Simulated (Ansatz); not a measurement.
Input file:

```
crystal:
  lattice:
    - [3.5588, 0.0, 0.0]
    - [-1.7794, 3.082011207, 0.0]
    - [0.0, 0.0, 5.5874]
  atoms:
    - { symbol: Er, position: [0.6666666667, 0.3333333333, 0.75], spin: 3.0 }
    - { symbol: Er, position: [0.3333333333, 0.6666666667, 0.25], spin: 3.0 }
kpoints:
  mp_grid: { grid: [9, 9, 5] }
  band_path:
    path:
      - [0.0, 0.0, 0.0]
      - [0.5, 0.0, 0.0]
      - [0.3333333333, 0.3333333333, 0.0]
      - [0.0, 0.0, 0.0]
      - [0.0, 0.0, 0.5]
      - [0.5, 0.0, 0.5]
      - [0.3333333333, 0.3333333333, 0.5]
      - [0.0, 0.0, 0.5]
    npoints: 12
scf:
  occupations: { method: fermi_dirac, width: 0.05 }
hamiltonian:
  xc: pbesol
  pseudopotentials: { kind: all_electron, datasets: crystal }
magnetization:
  spin_polarized: true
output:
  forces: true
  stress: true
  eigenvalues: true
  elf: true
  volumetric_format: npy
```

Command:

```sh
ansatz run input.yaml --threads 2 --pin off --max-ram 6144MiB --backend cpu --events-out ev --progress --plain --runs-dir out
```

Below, planes, directions and counts refer to the conventional cell (a = 3.56 Å, b = 3.56 Å, c = 5.59 Å, α = 90.00°, β = 90.00°, γ = 120.00°).

Space group P6₃/mmc; the SCF solution may not be the lowest one; site moments Er: +2.4 μB (×2) in one cell of 2 atoms (parallel main moments (a ferromagnetic arrangement) in this solution); no Hubbard U on the f states and no spin–orbit coupling; the program warned that the state left the space group; spin-polarised.

Level of theory: Kohn-Sham DFT of a periodic cell, PBEsol, all-electron PAW datasets made for the crystal (Ansatz 0.2.0).

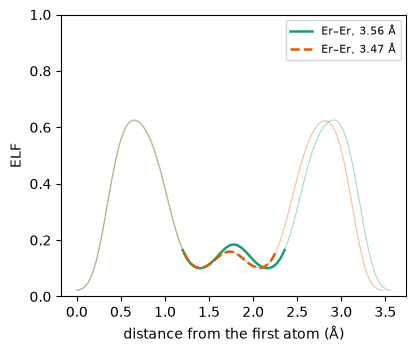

Er. ELF along straight lines between neighbouring atoms. Thin, pale parts lie inside the atomic spheres.

Core electrons are frozen (PAW), and the valence fields are smoothed inside the atomic spheres.

Compare the contacts.

Answer. Er–Er (3.56 Å): the ELF is about 0.20 at the midpoint: no shared electron pair shows on this line.
Er–Er (3.47 Å): the ELF is about 0.15 at the midpoint (no localised pair shows between them).
